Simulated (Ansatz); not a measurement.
# Two runs on MgO

System: MgO (2 atoms in the cell).
Method of run 1: DFT, r2SCAN, plane waves, PAW, no spin polarisation (Ansatz 0.2.0).

The structure was built on a prototype by a generator. The geometry comes from this level: r2SCAN (a point of a series of strains). Text and figures count atoms from 1; the logs count them from 0 in places.

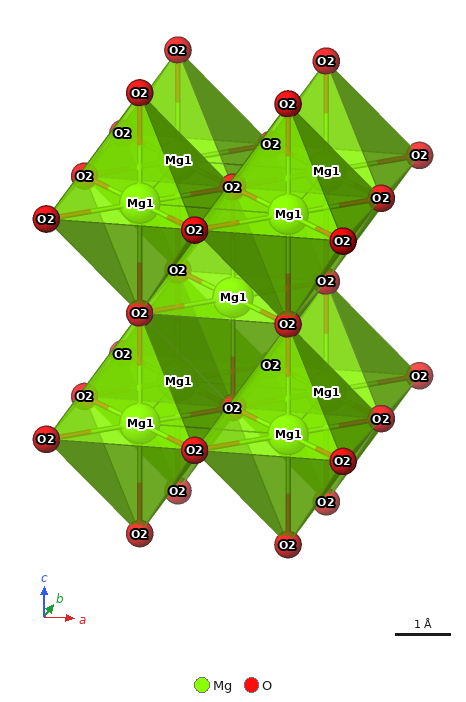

Figure 1. The structure (polyhedral view of the cell 2 times as large as that of the calculation, set on its symmetry axes, seen at an oblique angle; polyhedra are completed across the faces of the cell; atoms are numbered from 1 in the order of the input).

The input, run 1:
```yaml
crystal:
  lattice:
    - [0.0, 1.9789804062, 2.1021674168]
    - [1.9789804062, 0.0, 2.1021674168]
    - [1.9789804062, 1.9789804062, 0.0]
  atoms:
    - { symbol: Mg, position: [0.0, 0.0, 0.0] }
    - { symbol: O, position: [0.5, 0.5, 0.5] }
kpoints:
  mp_grid: { grid: [10, 10, 10] }
  band_path:
    path:
      - [0.0, 0.0, 0.0]
      - [0.5, 0.0, 0.5]
      - [0.625, 0.25, 0.625]
      - [0.375, 0.375, 0.75]
      - [0.5, 0.5, 0.5]
      - [0.5, 0.25, 0.75]
    npoints: 1
hamiltonian:
  xc: r2scan
scf:
  occupations: { method: fixed }
  n_extra_bands: 4
output:
  forces: true
  stress: true
  eigenvalues: true
```

Command:
```bash
ansatz run input.yaml --threads 4 --pin off --max-ram 3686MiB --backend cpu --events-out ev --progress --plain --runs-dir out
```

Hardware: 4 threads of an Arm (aarch64) CPU, shared host.

Output, shortened to warnings, some set-up lines, iterations and results (run 1):
```
Basis set: ecut = 500 eV, 427 PW (Γ), exchange–correlation on 96×96×96 points (64 copies of the dense FFT grid, shifted against one another)
Symmetry: 16 space group operations
k-points: 102 of 1000
Initial density: superposition of atomic densities (neutral atoms: chi_scale 0, normalization atom), corrected by the library's trained network
[...]
SCF iter   1: F=—  HF=-2498.033567 eV  |F-HF|=—  |Δ(HF+E_count)|=         —  Δρ=9.67e-3  dr2=6.57e-3  dr2_τ=9.47e-2  ethr=1.77e-3  ⟨swp⟩=4.7  Hψ=6507  notcnv=0  defer=168
SCF iter   2: F=—  HF=-2498.133920 eV  |F-HF|=—  |Δ(HF+E_count)|=   1.00e-1  Δρ=4.52e-3  dr2=1.78e-3  dr2_τ=1.19e-4  ethr=4.10e-5  ⟨swp⟩=3.0  Hψ=3252  notcnv=0  defer=204
SCF iter   3: F=—  HF=-2498.134046 eV  |F-HF|=—  |Δ(HF+E_count)|=   1.26e-4  Δρ=2.02e-3  dr2=3.13e-4  dr2_τ=4.64e-5  ethr=1.12e-5  ⟨swp⟩=2.1  Hψ=1787  notcnv=0  defer=204
SCF iter   4: F=—  HF=-2498.133961 eV  |F-HF|=—  |Δ(HF+E_count)|=   8.54e-5  Δρ=4.88e-4  dr2=3.89e-5  dr2_τ=8.40e-6  ethr=1.96e-6  ⟨swp⟩=2.0  Hψ=1810  notcnv=0  defer=202
SCF iter   5: F=—  HF=-2498.133954 eV  |F-HF|=—  |Δ(HF+E_count)|=   6.61e-6  Δρ=1.62e-4  dr2=4.28e-6  dr2_τ=9.43e-8  ethr=2.43e-7  ⟨swp⟩=1.9  Hψ=1451  notcnv=0
SCF iter   6: F=—  HF=-2498.133953 eV  |F-HF|=—  |Δ(HF+E_count)|=   5.66e-7  Δρ=3.77e-5  dr2=2.30e-7  dr2_τ=5.47e-9  ethr=2.68e-8  ⟨swp⟩=2.0  Hψ=1415  notcnv=0
SCF iter   7: F=-2498.133953 eV  HF=-2498.133953 eV  |F-HF|=1.26e-9  |Δ(HF+E_count)|=   3.67e-8  Δρ=3.87e-6  dr2=2.36e-9  dr2_τ=5.79e-11  ethr=6.25e-10  ⟨swp⟩=6.0  Hψ=5414  …
SCF 1 converged in 7 iterations: F = -2498.133953 eV  dr2 = 2.36e-9
NSCF: frozen V_eff on 6 k-points
SCF converged after 7 iterations
Free energy (F): -2498.133953 eV
Harris-Foulkes:  -2498.133953 eV  (|F-HF|=1.26e-9)
Internal energy: -2498.133953 eV  (E = F + TS)
E sigma→0 (E₀):  -2498.133953 eV
Fermi energy:    9.420748 eV
--- Per-component energies (eV) ---
  E_band       = -284.698138
  E_kinetic    = 260.781931
  E_local      = -1527.596017  (includes V_loc(G=0)·N_el)
  E_nonlocal   = 142.856981
  E_hartree    = 529.403823
  E_xc         = -104.562377
  E_vxc        = -150.714189  (∫ρ·V_xc dr)
  E_paw        = -455.677366  (= ΣΔE_a)
  E_vpaw       = -78.413791  (= ΣTr[D̂ρ^β])
  E_aug_tail   = 0.001031  (compensation charges beyond the density's cutoff)
  E_vtau       = 9.579023  (kinetic-family band-sum trace: ∫τ·v_τ [+ j·A + Jᵃ·Aᵃ] dr)
  E_ewald      = -1343.283810
  E_core_change = -0.058149  (= ΣΔE_core)
  E_smearing   = -0.000000  (= −TS)
  E_closure    = 0.000000  (closes the sum)
  Σ components = -2498.133953   (vs F -2498.133953, Δ=0.00e0)
--- Forces (eV/Å), atoms counted from 1 ---
  atom   1  Mg    -0.00000000     0.00000000    -0.00000000
  atom   2  O      0.00000000    -0.00000000     0.00000000
  max |Σ_I F_I| component: 1.89e-29 eV/Å
--- Stress (GPa, compression-positive) ---
       34.928889       0.000000       0.000000
        0.000000      34.928889       0.000000
        0.000000       0.000000      12.554772
  P = ⅓ Tr σ = 27.4708 GPa (274.708 kbar)
```

The input of run 2 differs as follows (lines with − go, lines with + come):
```diff
-  xc: r2scan
+  xc: pbe
-  occupations: { method: fixed }
+  occupations: { method: fermi_dirac, width: 0.02 }
+  write_density: true
+  write_potential: true
+  elf: true
+  volumetric_format: npy
```

What does this change do to the results?

The total energies belong to different methods, so their difference says nothing on which is more stable or more accurate. The gap on the mesh goes from 6.91 to 5.97 eV. The pressure goes from 27.47 to 33.68 GPa. The functional changes from r2SCAN to PBE. The SCF takes 6 iterations against 7. The default cutoff goes from 500 to 420 eV with the change. The plane waves at Γ go from 427 to 331.

Output, shortened to warnings, some set-up lines, iterations and results (run 2):
```
Basis set: ecut = 420 eV, 331 PW (Γ), exchange–correlation on 40×40×40 points (8 copies of the dense FFT grid, shifted against one another)
Symmetry: 16 space group operations
k-points: 102 of 1000
Initial density: superposition of atomic densities (neutral atoms: chi_scale 0, normalization atom), corrected by the library's trained network
[...]
SCF iter   1: F=—  HF=-2493.848009 eV  |F-HF|=—  |Δ(HF+E_count)|=         —  Δρ=1.82e-3  dr2=4.14e-4  ethr=1.77e-3  ⟨swp⟩=6.0  Hψ=7260  notcnv=0
SCF iter   2: F=—  HF=-2493.848572 eV  |F-HF|=—  |Δ(HF+E_count)|=   5.63e-4  Δρ=7.71e-4  dr2=3.21e-5  ethr=2.59e-6  ⟨swp⟩=3.3  Hψ=3355  notcnv=0
SCF iter   3: F=—  HF=-2493.848603 eV  |F-HF|=—  |Δ(HF+E_count)|=   3.08e-5  Δρ=3.22e-4  dr2=5.00e-6  ethr=2.00e-7  ⟨swp⟩=2.2  Hψ=1583  notcnv=0
SCF iter   4: F=—  HF=-2493.848619 eV  |F-HF|=—  |Δ(HF+E_count)|=   1.68e-5  Δρ=9.01e-5  dr2=6.07e-7  ethr=3.13e-8  ⟨swp⟩=2.0  Hψ=2040  notcnv=0
SCF iter   5: F=—  HF=-2493.848619 eV  |F-HF|=—  |Δ(HF+E_count)|=   1.51e-7  Δρ=4.42e-5  dr2=1.59e-7  ethr=3.79e-9  ⟨swp⟩=2.0  Hψ=1929  notcnv=0
SCF iter   6: F=-2493.848619 eV  HF=-2493.848619 eV  |F-HF|=8.96e-10  |Δ(HF+E_count)|=   9.95e-8  Δρ=3.63e-6  dr2=9.80e-10  ethr=6.25e-10  ⟨swp⟩=8.6  Hψ=7833  notcnv=0
SCF 1 converged in 6 iterations: F = -2493.848619 eV  dr2 = 9.80e-10
NSCF: frozen V_eff on 6 k-points
SCF converged after 6 iterations
Free energy (F): -2493.848619 eV
Harris-Foulkes:  -2493.848619 eV  (|F-HF|=8.96e-10)
Internal energy: -2493.848619 eV  (E = F + TS)
E sigma→0 (E₀):  -2493.848619 eV
Fermi energy:    12.843581 eV
--- Per-component energies (eV) ---
  E_band       = -264.697718
  E_kinetic    = 259.977743
  E_local      = -1524.967133  (includes V_loc(G=0)·N_el)
  E_nonlocal   = 143.159297
  E_hartree    = 527.564435
  E_xc         = -106.552507
  E_vxc        = -136.655007  (∫ρ·V_xc dr)
  E_paw        = -449.749171  (= ΣΔE_a)
  E_vpaw       = -61.344924  (= ΣTr[D̂ρ^β])
  E_aug_tail   = 0.002527  (compensation charges beyond the density's cutoff)
  E_ewald      = -1343.283810
  E_smearing   = -0.000000  (= −TS)
  E_closure    = -0.000000  (closes the sum)
  Σ components = -2493.848619   (vs F -2493.848619, Δ=0.00e0)
--- Forces (eV/Å), atoms counted from 1 ---
  atom   1  Mg    -0.00000000     0.00000000     0.00000000
  atom   2  O      0.00000000     0.00000000     0.00000000
  max |Σ_I F_I| component: 2.21e-29 eV/Å
--- Stress (GPa, compression-positive) ---
       41.147745       0.000000       0.000000
        0.000000      41.147745      -0.000000
        0.000000       0.000000      18.748541
  P = ⅓ Tr σ = 33.6813 GPa (336.813 kbar)
```

The two runs side by side:

| quantity | run 1 | run 2 |
| --- | --- | --- |
| outcome | converged | converged |
| free energy per atom (eV) | −1249.0670 | −1246.9243 |
| gap on the mesh (eV) | 6.91 | 5.97 |
| pressure (GPa) | 27.47 | 33.68 |
| largest force (eV/Å) | 0.000 | 0.000 |
| SCF iterations | 7 | 6 |
| irreducible k-points | 102 | 102 |
| plane waves at Γ | 427 | 331 |
| wall time (shared host) | 1.3 s | 0.71 s |
